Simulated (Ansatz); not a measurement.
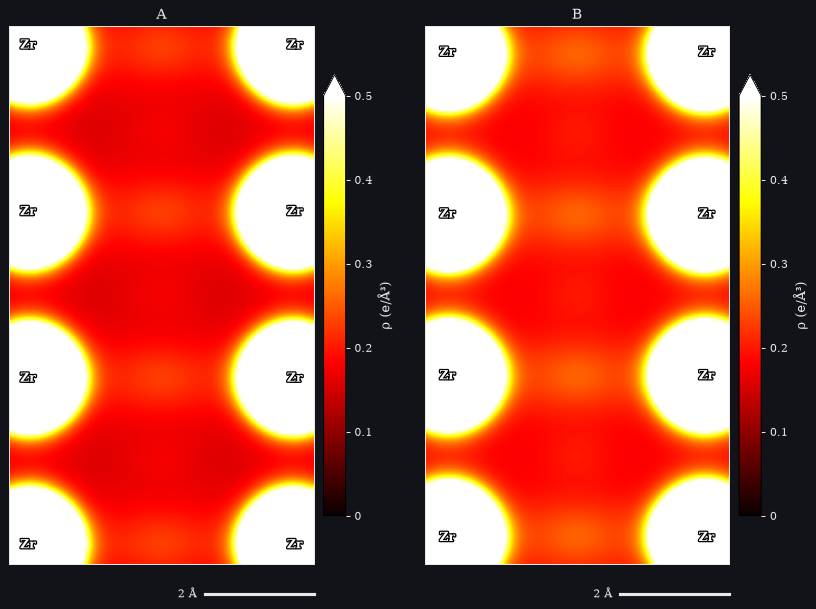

Zr. The valence pseudo-density of two cells that differ in size, on the (100) plane of each (indices in the axes of the calculation cell), at one length scale and on one colour scale; one has 19.4 and the other 21.2 Å³ an atom.

Computed with Ansatz 0.2.0, DFT PBEsol, scalar-relativistic, plane waves, PAW.

The larger cell:

```xyz
3
Lattice="4.8991 0.0000 0.0000 -2.4496 4.2428 0.0000 0.0000 0.0000 3.0594" Properties=species:S:1:pos:R:3 pbc="T T T"
Zr    2.4496    1.4142    1.5297
Zr    0.0000    2.8285    1.5297
Zr    0.0000    0.0000    0.0000
```

The smaller cell: a = 4.762 Å, b = 4.762 Å, c = 2.971 Å, α = 90.00°, β = 90.00°, γ = 120.00°.

> Which panel shows the smaller cell, and what does the compression change?

Panel B is the smaller cell, by 8 % in volume. From the larger cell to the smaller, Zr–Zr goes from 3.06 to 2.97 Å, and the density at its midpoint from 0.19 to 0.22 e/Å³; the pressure goes from 5 to 17 GPa.
